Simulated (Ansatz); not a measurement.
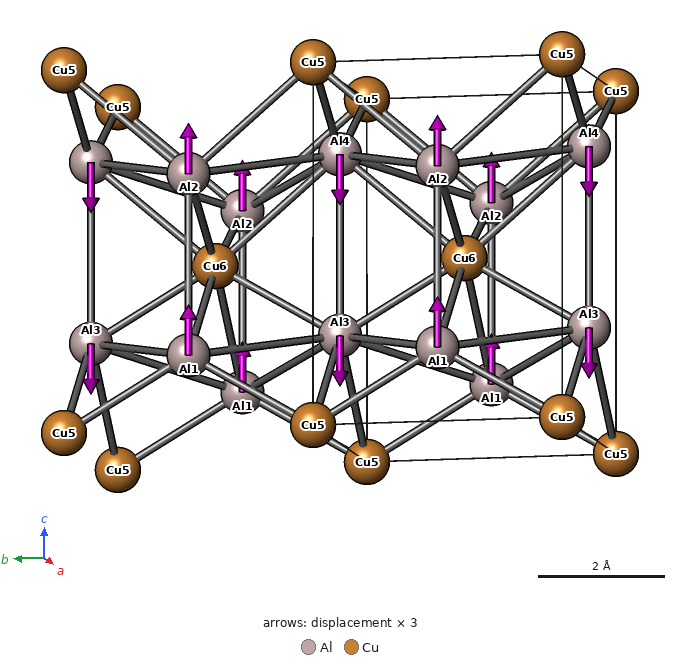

A relaxation of a crystal of Al2Cu (built on the tetragonal zirconia_137 type) (coarse preliminary run). The starting structure is drawn; purple arrows show the displacements (the part carried along by the change of the cell is left out), magnified 3 times.

Style: ball-and-stick. Shown: the cell of the calculation, repeated 1 × 2 × 1 with one cell outlined, from a free direction.

Case: tetragonal zirconia type (P4_2/nmc, No. 137).

Level of theory: Ansatz, DFT PBE, scalar-relativistic, plane waves, PAW. (plane-wave cutoff 420 eV; k-point mesh 4 × 4 × 4; occupations gaussian; smearing width 0.1 eV; no spin polarisation; cell and atoms relaxed; force threshold 0.04 eV/Å; at most 70 steps)

**Atoms of which element are displaced furthest, and by how much?**

Aluminium: up to 0.28 Å, against 0.00 Å for copper.

**What happened in the run?**

The largest moves relative to the cell, 0.28 Å, are those of Al1, Al2, Al3 and Al4. Al4 goes along −c. Cu stays in place. Cell: a = b 4.073 → 4.047 Å (−0.6 %), c 5.864 → 5.906 Å (+0.7 %). Volume −0.6 %. Near-neighbour distances that change, for instance: Al1–Cu6 2.680 → 2.505 Å, Al1–Cu5 2.359 → 2.505 Å, Al1–Al3 2.932 → 2.861 Å, Al1–Al2 2.932 → 2.953 Å. The space group (tolerance 0.01 Å) goes from P4_2/nmc (No. 137) to I4/mmm (No. 139). The energy falls by 0.575 eV per cell of the calculation in 4 accepted moves (5 points after the start). The largest force component goes from 1 to 0.00039 eV/Å. The pressure goes from 1.53 to 0.00 GPa. At 1 point the geometry stayed and the basis and grid were re-selected for the new cell (energy shift of 0.2 meV per cell of the calculation at most each time).

Limits of the set-up: the k-point mesh is coarse for a cell with partly filled bands.
